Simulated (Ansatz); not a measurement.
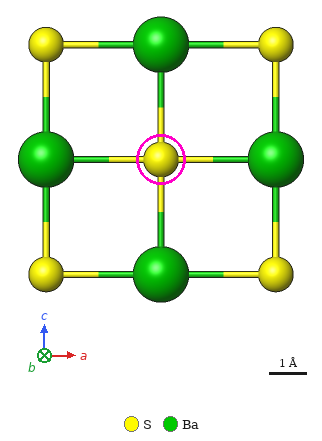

Perfect BaS. A ball-and-stick model of the atoms within 4.6 Å of one point, in a slice 4.2 Å thick across the line of sight, seen along the b axis.

Theory: DFT, PBEsol, PAW, plane waves in Ansatz. Set-up: plane-wave cutoff 420 eV; k-point mesh 1 × 1 × 1; mesh shifted by (0.25, 0.25, 0.25); no spin polarisation. Fermi-Dirac smearing of 0.01 eV. A uniform background neutralises the charged cell. The axes drawn are those of the host's conventional cell.

A sulfur atom is taken out (a vacancy) at the ringed place, in charge state +2. The supercell has 64 sites, and the atoms are relaxed at the host's cell.

### Predict the relaxed surroundings of the defect.

Around the empty S site the host had 6 Ba at 3.17 Å; after relaxation the nearest atoms are 6 Ba at 3.37 Å. Of the host's atoms, a barium atom moves furthest from its site, by 0.20 Å.

The relaxed defect, seen from the same direction:

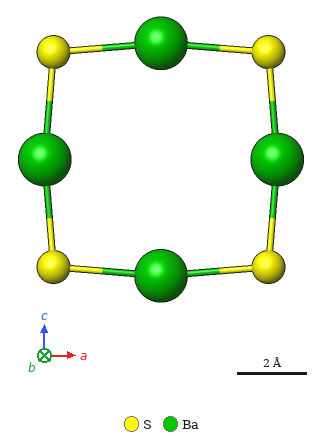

Limits of the set-up: the cell is charged, on a uniform background, and energies carry no finite-size correction.
